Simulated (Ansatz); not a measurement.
# Cu$_{2}$Ni$_{3}$: what the fields show

The calculation's input:

```
crystal:
  lattice:
    - [-1.2587291197, 1.2587291197, 8.8898309458]
    - [1.2587291197, -1.2587291197, 8.8898309458]
    - [1.2587291197, 1.2587291197, -8.8898309458]
  atoms:
    - { symbol: Cu, position: [0.8023067299, 0.8023067299, 0.0] }
    - { symbol: Cu, position: [0.1976932701, 0.1976932701, 0.0] }
    - { symbol: Ni, position: [0.0, 0.0, 0.0], spin: 0.62 }
    - { symbol: Ni, position: [0.4038969445, 0.4038969445, 0.0], spin: 0.62 }
    - { symbol: Ni, position: [0.5961030555, 0.5961030555, 0.0], spin: 0.62 }
basis:
  ecutwfc: 420
kpoints:
  mp_grid: { grid: [20, 20, 20] }
hamiltonian:
  xc: pbe
scf:
  occupations: { method: gaussian, width: 0.1 }
output:
  forces: true
  stress: true
  eigenvalues: true
  populations: true
  write_density: true
  write_potential: true
  elf: true
  volumetric_format: npy
magnetization:
  spin_polarized: true
relax:
  adjacent_minimum: "off"
  f_tol: 0.01
  max_steps: 80
  cell: { stress_tol: 0.05 }
```

Command:

```sh
ansatz run input.yaml --threads 4 --pin off --max-ram 8192MiB --backend cpu --events-out ev --progress --plain --runs-dir out
```

Below, planes, directions and counts refer to the conventional cell (a = 2.52 Å, b = 2.52 Å, c = 17.81 Å, α = 90.00°, β = 90.00°, γ = 90.00°).

The fields are those of the run's last geometry, not of the input's.

Space group I4/mmm; a structure generated by program, which may or may not match a known phase; spin-polarised.

These are results of DFT PBE, scalar-relativistic, plane waves, PAW (Ansatz 0.2.0), not measurements.

The density is the valence pseudo-density of a PAW calculation; it isn't the true density close to the nuclei.

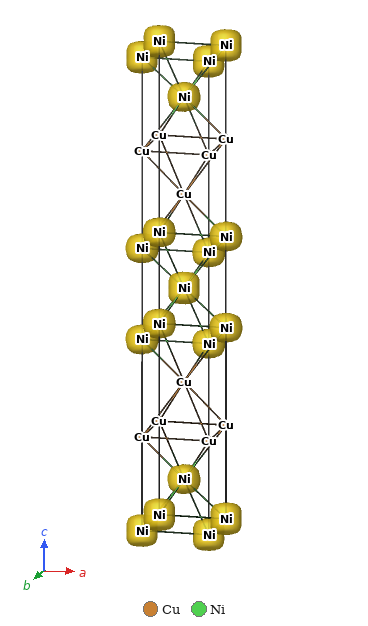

Figure 1. Isosurface of the spin density (up minus down) at +0.15 e/Å³ (yellow), seen at an oblique angle. Sticks mark near contacts.

Question: Describe the spin distribution.

Answer: The spin density sits on Ni: +0.6 μB (×2) and +0.5 μB (×4) in one cell of 10 atoms: parallel main moments (a ferromagnetic arrangement) in this solution. The cell of the calculation (5 atoms) carries 1.5 μB of net spin moment.

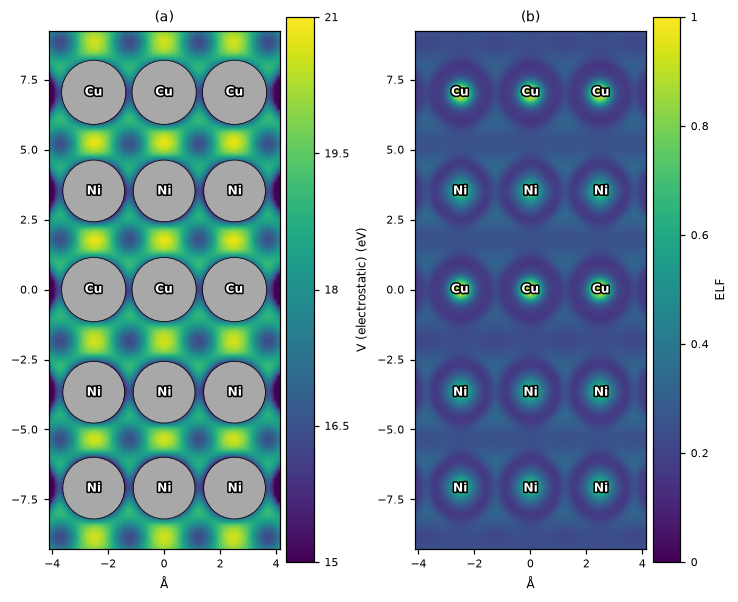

Figure 2. (a) electrostatic potential (local pseudopotential plus Hartree) felt by an electron; (b) ELF on the (010) plane of the conventional cell. Grey discs cover the atomic cores in the potential map.

Question: What does the map show?

Answer:
- The plane passes through Cu and Ni nuclei.
- Cu–Cu (2.52 Å): the ELF is about 0.20 at the midpoint (no localised pair shows between them).
- Ni–Ni (2.52 Å): the ELF is about 0.25 at the midpoint: no shared electron pair shows on this line.
- The features right at Cu and Ni lie inside the PAW spheres, where the map follows smoothed inner orbitals and isn't to be read closely.
- Outside the cores the potential energy rises away from the atoms and is highest about 1.7 Å from the nearest atoms; its zero is arbitrary.

Question: Does the calculation make it a metal, or give it a gap?

Answer: It is gapless in this calculation (a metal or semimetal).
